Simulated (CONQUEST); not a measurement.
**A series of single points on Rb**

System: Rb (Fm-3m, 2 atoms in the cell).
Method: Kohn-Sham DFT of a periodic cell, PBE, PseudoDojo NC PBE, no spin polarisation (CONQUEST 1.3).

The 7 runs differ only in the geometry, by an even scaling of the cell at fixed fractional positions. The structure derives from a Materials Project entry.

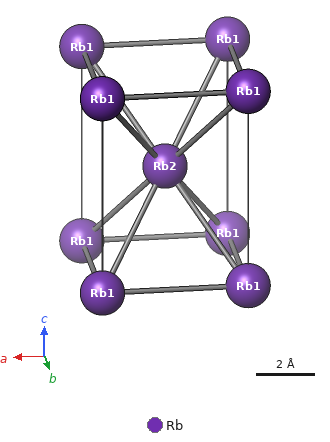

Figure 1. The structure of run 4 (ball-and-stick view of the cell of the calculation, seen at an oblique angle; atoms are numbered from 1 in the order of the input).

## Input of run 4
```
IO.Title Rb
IO.Coordinates coords.dat
IO.FractionalAtomicCoords T
IO.Iprint 2
IO.Iprint_init 1
General.NumberOfSpecies 1
General.PseudopotentialType hamann
AtomMove.TypeOfRun static
AtomMove.FullStress T
Grid.PointsAlongX 48
Grid.PointsAlongY 48
Grid.PointsAlongZ 72
DM.SolutionMethod diagon
Diag.MPMesh T
Diag.GammaCentred T
Diag.MPMeshX 5
Diag.MPMeshY 5
Diag.MPMeshZ 4
Diag.kT 0.00183747
minE.SCTolerance 1e-6
SC.MaxIters 100
IO.AtomChargeOutput T
%block ChemicalSpeciesLabel
1 85.470 Rb
%endblock
```

Command:
```bash
Conquest
```

Lattice vectors (Å) and fractional positions of run 4:
```
   5.147574    0.000000    0.000000
   0.000000    5.147574    0.000000
   0.000000    0.000000    7.279769
Rb  0.000000  0.000000  0.000000
Rb  0.500000  0.500000  0.500000
```

Run 6 has the same physical settings and fractional positions; its lattice vectors (Å) are:
```
   5.215313    0.000000    0.000000
   0.000000    5.215313    0.000000
   0.000000    0.000000    7.375567
```

## Results, with one run withheld

```tsv
run	volume per atom (Å³)	free energy per atom, from the lowest run given (meV)	pressure (GPa)
1	90.661	0.50	0.07
2	92.590	0.00	0.01
3	94.519	0.15	−0.04
4	96.448	1.05	−0.10
5	98.377	2.52	−0.14
6	100.306	?	?
7	102.235	7.03	−0.22
```

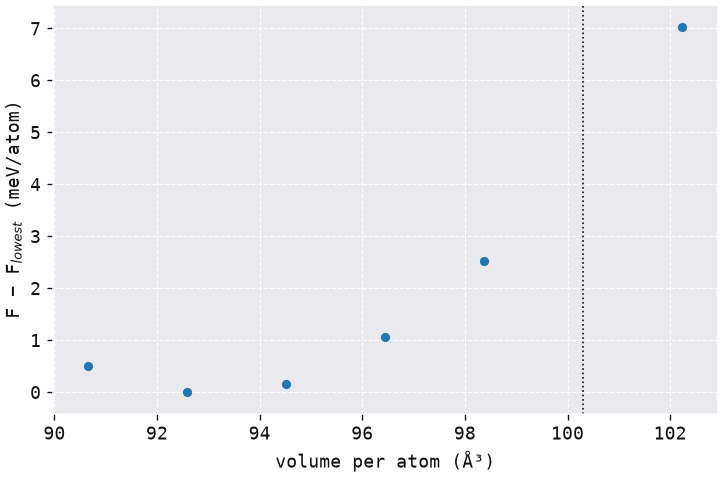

Figure 2. Free energy per atom of the runs given; the dotted line marks run 6.

What should run 6 give?

A cubic polynomial in V^(−2/3) (the Birch–Murnaghan form), fitted to the 6 runs given, misses them by at most 0.03 meV per atom. With x = V^(−2/3) − 0.04780 Å⁻², it reads F = 0.62816 − 1458.2 x + 7.9531e+05 x² − 1.1384e+06 x³ (meV per atom). At run 6 it gives 4.53 meV per atom, and the run itself gives 4.53. The slope of the fit gives a pressure −dF/dV of −0.19 GPa there, and the run prints −0.19 GPa. The fit has its minimum at 92.995 Å³ per atom, where V d²F/dV² gives 2.88 GPa: the bulk modulus at this level, since symmetry fixes the shape and the positions.

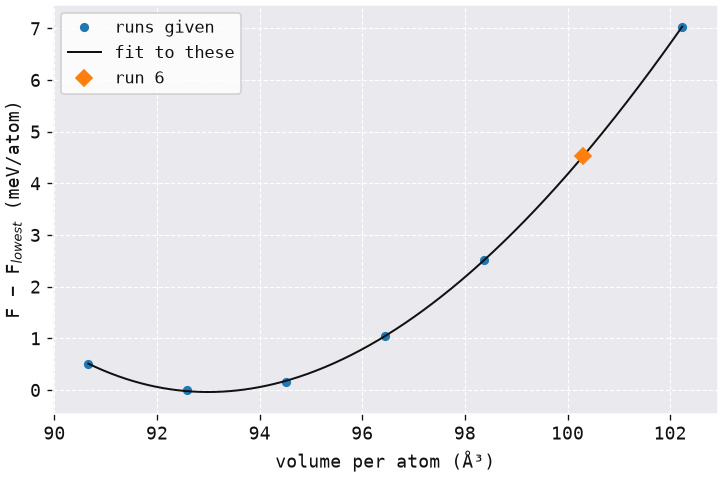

Figure 3. The fit and the withheld run.

## Some lines of the output (run 6)
```
[...]
          DFT Total Energy                 :       -54.139005101284489 Ha
          Free Energy (E-TS)               :       -54.140648889951017 Ha
          DFT Total Energy                 :       -54.139580801396505 Ha
          Free Energy (E-TS)               :       -54.140385051717175 Ha
          DFT Total Energy                 :       -54.139662364985305 Ha
          Free Energy (E-TS)               :       -54.140386665334304 Ha
          DFT Total Energy                 :       -54.139662583314227 Ha
          Free Energy (E-TS)               :       -54.140386757135786 Ha
          DFT Total Energy                 :       -54.139662677606530 Ha
          Free Energy (E-TS)               :       -54.140386435220051 Ha
          DFT Total Energy                 :       -54.139662370746791 Ha
      | Free Energy as E-TS      =       -54.140386435220051 Ha
      |* DFT total energy        =       -54.139662370746791 Ha
    force: Average pressure:     -0.19082234 GPa
```

Notes: With a small basis of atomic orbitals these values can differ much from converged plane-wave results.
